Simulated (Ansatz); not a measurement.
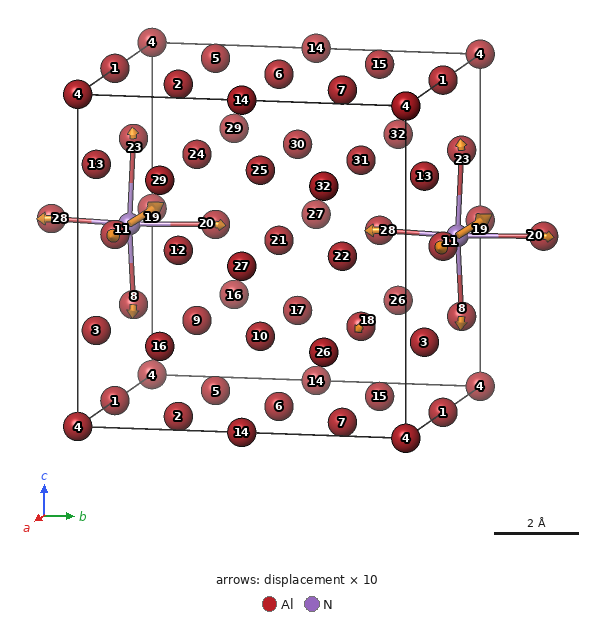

A relaxation of a defect cell of composition Al32N. The starting structure is drawn; orange arrows show the displacements, 10 times their true length.

The picture is a ball-and-stick view of the cell of the calculation, seen slightly off an axis.

It is an interstitial N in fcc Al. The run prepares an end point of a later path (interstitial hop) calculation, from a guessed geometry.

All numbers below come from DFT LDA, scalar-relativistic, plane waves, PAW (Ansatz).

Input
```yaml
crystal:
  lattice:
    - [8.1, 0.0, 0.0]
    - [0.0, 8.1, 0.0]
    - [0.0, 0.0, 8.1]
  atoms:
    - { symbol: Al, position: [0.5, 0.0, 0.0] }
    - { symbol: Al, position: [0.75, 0.25, 0.0] }
    - { symbol: Al, position: [0.75, 0.0, 0.25] }
    - { symbol: Al, position: [0.0, 0.0, 0.0] }
    - { symbol: Al, position: [0.25, 0.25, 0.0] }
    - { symbol: Al, position: [0.5, 0.5, 0.0] }
    - { symbol: Al, position: [0.75, 0.75, 0.0] }
    - { symbol: Al, position: [0.25, 0.0, 0.25] }
    - { symbol: Al, position: [0.5, 0.25, 0.25] }
    - { symbol: Al, position: [0.75, 0.5, 0.25] }
    - { symbol: Al, position: [0.5, 0.0, 0.5] }
    - { symbol: Al, position: [0.75, 0.25, 0.5] }
    - { symbol: Al, position: [0.75, 0.0, 0.75] }
    - { symbol: Al, position: [0.0, 0.5, 0.0] }
    - { symbol: Al, position: [0.25, 0.75, 0.0] }
    - { symbol: Al, position: [0.0, 0.25, 0.25] }
    - { symbol: Al, position: [0.25, 0.5, 0.25] }
    - { symbol: Al, position: [0.5, 0.75, 0.25] }
    - { symbol: Al, position: [0.0, 0.0, 0.5] }
    - { symbol: Al, position: [0.25, 0.25, 0.5] }
    - { symbol: Al, position: [0.5, 0.5, 0.5] }
    - { symbol: Al, position: [0.75, 0.75, 0.5] }
    - { symbol: Al, position: [0.25, 0.0, 0.75] }
    - { symbol: Al, position: [0.5, 0.25, 0.75] }
    - { symbol: Al, position: [0.75, 0.5, 0.75] }
    - { symbol: Al, position: [0.0, 0.75, 0.25] }
    - { symbol: Al, position: [0.0, 0.5, 0.5] }
    - { symbol: Al, position: [0.25, 0.75, 0.5] }
    - { symbol: Al, position: [0.0, 0.25, 0.75] }
    - { symbol: Al, position: [0.25, 0.5, 0.75] }
    - { symbol: Al, position: [0.5, 0.75, 0.75] }
    - { symbol: Al, position: [0.0, 0.75, 0.75] }
    - { symbol: "N", position: [0.2602119, -0.0101926, 0.4938337] }
basis:
  ecutwfc: 420.0
kpoints:
  mp_grid: { grid: [3, 3, 3] }
hamiltonian:
  xc: lda
scf:
  occupations: { method: gaussian, width: 0.15 }
  lower_state_search: "off"
relax:
  f_tol: 0.03
  max_steps: 60
  adjacent_minimum: "off"
```

Launched with:
```bash
ansatz run input.yaml --threads 4 --pin off --max-ram 10240MiB --backend cpu --events-out ev --progress --plain --runs-dir out
```

### Which element moves most?

Nitrogen: up to 0.11 Å, against 0.04 Å for aluminium.

### What did the optimiser do to the structure, and how much energy did it gain?

N33 moves most: 0.11 Å along [−2 2 1]. Largest moves by element: N 0.11 Å, Al 0.04 Å. The lattice vectors keep their values. Near-neighbour distances that change, for instance: Al11–N33 1.945 → 2.052 Å, Al8–N33 1.979 → 2.056 Å, Al19–N33 2.110 → 2.064 Å, Al23–N33 2.078 → 2.060 Å. Among the angles between lasting bonds that change: Al8–N33–Al23 173.4° → 179.3°, Al11–N33–Al19 174.5° → 179.5°, Al11–N33–Al28 94.8° → 90.5°. Over 3 geometry steps the energy falls by 82.4 meV per cell of the calculation. The largest force component goes from 0.67 to 0.0078 eV/Å.

Limits of the set-up: the cell has an odd number of electrons but was run without spin polarisation; the periodic images lie only 8.1 Å apart, so the values are limited by the cell's size.
